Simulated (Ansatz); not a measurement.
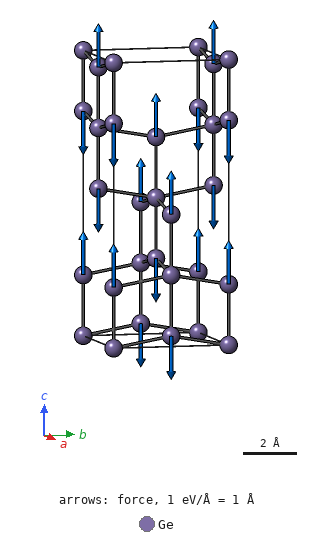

Starting geometry of crystalline Ge (a generated structure, set up in I4_1/amd) (coarse preliminary run) with the computed forces as blue arrows. Style: ball-and-stick. Shown: the conventional cell (2 times the calculation's cell), slightly off an axis. Lengths and directions refer to the drawn axes.

These are results of DFT PBE, scalar-relativistic, plane waves, PAW (Ansatz 0.2.0), not measurements. Set-up: plane-wave cutoff 420 eV; k-point mesh 6 × 6 × 6; occupations gaussian; smearing width 0.1 eV; no spin polarisation; cell and atoms relaxed; force threshold 0.04 eV/Å; at most 70 steps.

Q: What follows when this structure is relaxed?

A: It isn't relaxed: the largest force vector, on Ge atoms, is 1.69 eV/Å. The atoms end up moving mostly along the starting forces (cosine between the two patterns 1.00). Over 13 accepted moves (16 points after the start) the energy falls by 1065 meV per atom. Largest force component: 1.7 eV/Å at the start, 0.00037 eV/Å at the end. The pressure goes from 37.19 to 0.15 GPa. The line search rejected the trial step at point 11 of the run. At 2 points the geometry stayed and the basis and grid were re-selected for the new cell (energy shift of 8.3 meV per atom at most each time). The largest moves relative to the cell, 1.05 Å, are those of Ge atoms. The volume changes by +3.7 %, with a = b 4.520 → 5.160 Å (+14.1 %), c 10.901 → 8.678 Å (−20.4 %). Near-neighbour distances that change, for instance: Ge–Ge 6.262 → 2.893 Å, Ge–Ge 4.197 → 2.679 Å, Ge–Ge 2.320 → 2.892 Å, Ge–Ge 2.296 → 2.679 Å. New bonds form: Ge–Ge (4.20 → 2.68 Å). Among the angles between lasting bonds that change: Ge–Ge–Ge 100.2° → 74.3°, Ge–Ge–Ge 79.8° → 105.7°, Ge–Ge–Ge 159.7° → 148.7°. The space group stays I4_1/amd (No. 141).
